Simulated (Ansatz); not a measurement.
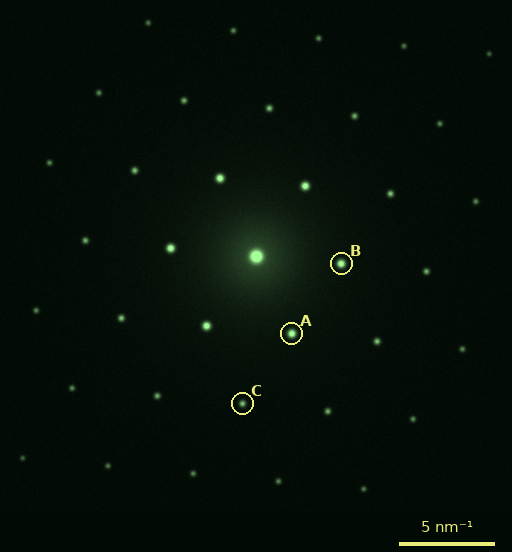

Simulated selected-area electron diffraction pattern (200 kV, kinematic approximation, thin crystal, B = 0.3 Å² for all atoms). The zone axis points towards the electron source and the pattern is seen from the source side.

Si, space group P6/mmm (No. 191), a = 4.43 Å, c = 2.55 Å (hexagonal axes). Structure: the input geometry of an electronic-structure calculation (not necessarily at equilibrium); the starting structure was generated, so it need not be a known form of this composition.

Spot A is indexed -1 -1 0 and spot B 1 -2 0.

Question: Give hkl for C.

Answer: C = 2A − B = -3 0 0 (d = 1.279 Å).

Question: Find the zone axis.

Answer: The cross product of A and B is parallel to [001]; every spot obeys hu + kv + lw = 0.
